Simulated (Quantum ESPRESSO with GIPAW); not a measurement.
# Strain and the 15N shielding in AlN

GIPAW runs (PBEsol, plane-wave PAW from pslibrary 1.0.0 recipes, cutoffs 55 and 340 Ry, one 7×7×4 mesh for all shielding runs; Quantum ESPRESSO with GIPAW, a patched development version; no spin-orbit coupling, no macroscopic shape term) on AlN, space group P6_3mc before straining. The cell below is strained equally along all axes, and the atoms are relaxed in pw.x at each strain, zero included.

```xyz
4
Lattice="3.1130 0.0000 0.0000 -1.5565 2.6959 0.0000 0.0000 0.0000 4.9810" Properties=species:S:1:pos:R:3 pbc="T T T"
Al    1.5565    0.8986    2.4855
Al    0.0000    1.7973   -0.0050
N     1.5565    0.8986    4.3883
N     0.0000    1.7973    1.8978
```

The cell is an entry of the Crystallography Open Database; it need not be the form that is stable at ambient conditions.

The bonds are those of N (atom 3; bound to Al4). One row is withheld.

| strain (%) | mean bond (Å) | σ_iso Al (ppm) | σ_iso N (ppm) | span N (ppm) |
| --- | --- | --- | --- | --- |
| -2 | 1.8560 | 437.22 | 116.21 | 9.6 |
| -1.5 | 1.8655 | 437.92 | 114.71 | 9.6 |
| -1 | 1.8750 | 438.56 | 113.08 | 9.5 |
| 0 | 1.8939 | 439.79 | 109.55 | 9.5 |
| +0.5 | 1.9034 | 440.35 | 107.61 | 9.5 |
| +1 | 1.9128 | ? | ? | ? |
| +2 | 1.9318 | 441.77 | 100.98 | 9.5 |

**Task.** Fit σ_iso of N against strain, judge whether a straight line is enough, and predict the withheld row at +1 %.

1. With n = 6: Σx = -2.000, Σy = 662.14, Σx² = 11.5000, Σxy = -261.800.

2. Slope b = (nΣxy − ΣxΣy)/(nΣx² − (Σx)²) = -3.79 ppm per %, intercept a = (Σy − bΣx)/n = 109.09 ppm.

3. Residuals (run less line), in the order of the table: -0.47, -0.07, +0.19, +0.46, +0.41, -0.53 ppm. They bend in one sense; the largest is 3.5 % of the range of σ, so a quadratic term is needed: σ = 109.55 − 3.802 x − 0.239 x², with residuals of 0.03 ppm or less.

4. At +1 % (inside the fitted range) the line gives 105.30 ppm and the parabola 105.51 ppm.

5. The run gives:

| strain (%) | mean bond (Å) | σ_iso Al (ppm) | σ_iso N (ppm) | span N (ppm) |
| --- | --- | --- | --- | --- |
| +1 | 1.9128 | 440.87 | 105.54 | 9.5 |

Prediction less run: the line misses by -0.24 ppm, the parabola by -0.03 ppm. By the parabola, a strain of +1 % changes σ of N by -4.04 ppm and one of −1 % by +3.56 ppm; the mean slope is -3.79 ppm per %, or 2.0 ppm for 0.01 Å of mean bond length. The shift moves the opposite way, scaled by the slope of a reference line. Over the table σ of Al goes from 437.22 to 441.77 ppm. Zero strain is the database's lattice with relaxed atoms, not this functional's rest cell, and neither cutoff nor mesh was tested for the slopes. The omitted shape term, common to all sites, changes with strain too. This build of gipaw.x prints that it is not audited and that its numbers are no references by themselves. The relaxations ran on cheaper settings and stop at small residual forces, which adds noise that small residuals can't be told from.

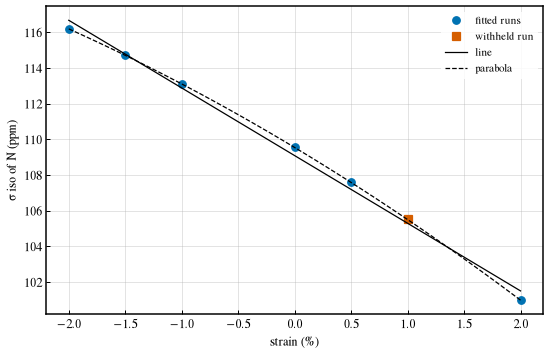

σ_iso of N against strain.

[Banner, clock, file and message-heading lines were taken out of the pw.x and gipaw.x logs.]

[Logs are printed without paths, hosts, clocks, repeated set-up lines and the standing remarks that a program may print on its own settings, such as how far it seeks lower states.]

[Hosts, paths, dates, database ids (printed as entryN), source tags and the programs' standing remarks are cut or masked in the printed files.]
